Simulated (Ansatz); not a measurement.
System: TaN, space group P-6m2 (No. 187).

Structure:
```
CELL_PARAMETERS angstrom
2.90770 0.00000 0.00000
-1.45385 2.51814 0.00000
0.00000 0.00000 2.85683
ATOMIC_POSITIONS crystal
Ta 0.33333 0.66667 0.50000
N 0.00000 0.00000 0.00000
```

Method: harmonic phonon frequencies at the zone centre with atoms at rest in the given cell, without the long-range term of polar modes, the three translations left out, imaginary frequencies are negative; plane waves with PAW datasets, Γ-centred k mesh (Ansatz 0.2.0). Level: PBEsol, no spin polarisation.

- wave cutoff: 420 eV
- k mesh: 18×18×14
- occupations: Fermi–Dirac
- smearing width: 0.15 eV
- pressure: 6 GPa
- phonon method: linear response

Describe the result: the zone-centre optical phonon frequencies (the three acoustic modes are left out).

No frequency is imaginary, so the structure is stable to these displacements (zone-boundary modes weren't tested here). The highest mode lies at 575.6 cm⁻¹. The optical modes lie at 545.3 (×2), 575.6 cm⁻¹.

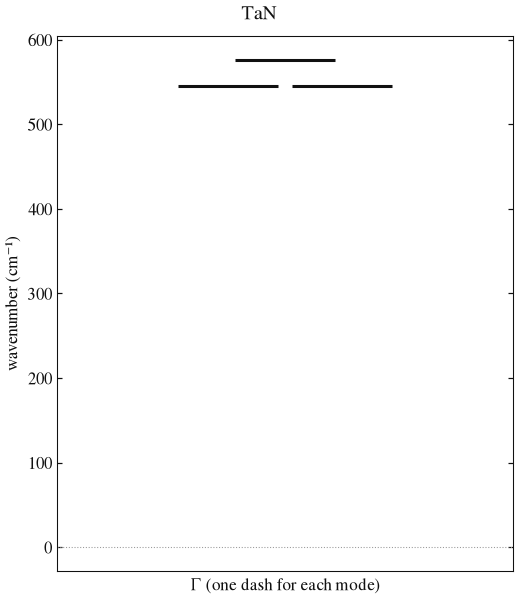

Caveats: metal sensitive to the k mesh.
